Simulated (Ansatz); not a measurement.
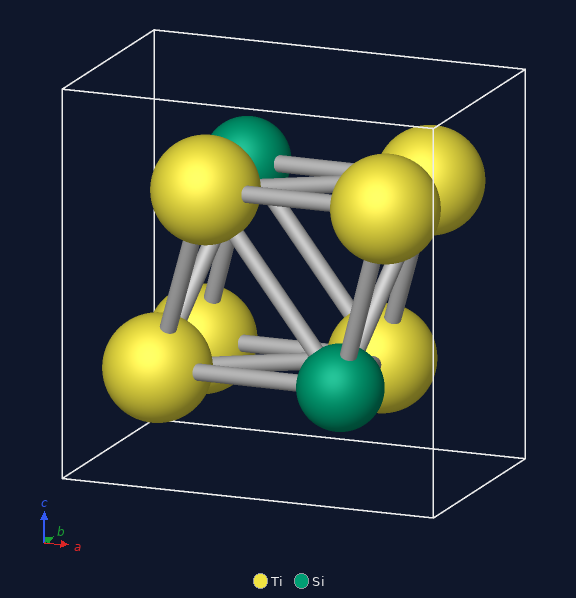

The figure gives a ball-and-stick picture of the atoms, viewed slightly off an axis. The box is the simulation cell; atoms on or close to its faces, edges and corners are drawn wherever they repeat.

Full input:
```yaml
crystal:
  lattice:
    - [5.6313135898, 0.0, 0.0]
    - [-2.8156567949, 4.8768606255, 0.0]
    - [0.0, 0.0, 4.50545247]
  atoms:
    - { symbol: Ti, position: [0.34359996, 0.17179998, 0.75] }
    - { symbol: Ti, position: [0.82820002, 0.17179998, 0.75] }
    - { symbol: Ti, position: [0.82820002, 0.65640004, 0.75] }
    - { symbol: Ti, position: [0.65640004, 0.82820002, 0.25] }
    - { symbol: Ti, position: [0.17179998, 0.82820002, 0.25] }
    - { symbol: Ti, position: [0.17179998, 0.34359996, 0.25] }
    - { symbol: Si, position: [0.33333333, 0.66666667, 0.75] }
    - { symbol: Si, position: [0.66666667, 0.33333333, 0.25] }
basis:
  ecutwfc: 500
kpoints:
  mp_grid: { grid: [6, 6, 8] }
hamiltonian:
  xc: r2scan
scf:
  occupations: { method: gaussian, width: 0.1 }
output:
  forces: true
  stress: true
  eigenvalues: true
  populations: true
```
Run as:
```sh
ansatz run input.yaml --threads 2 --pin off --max-ram 5120MiB --backend cpu --events-out ev --progress --plain --runs-dir out
```

The calculation used DFT r2SCAN, scalar-relativistic, plane waves, PAW (Ansatz), with a 500 eV plane-wave basis, a 6×6×8 k-point grid, Gaussian smearing of 0.1 eV, no spin polarisation.

### Is the electronic structure metallic or gapped?

A metal: bands cross the Fermi level.

### What is the computed pressure?

The computed pressure is -0.2 GPa (stretched: it would shrink).

The cell started as a structure listed in the Materials Project. Earlier steps of the study, as a rule a relaxation of our own, may have changed the cell and positions, so they can lie some per cent off the listed ones. Ansatz was used for an electronic-structure calculation on it.
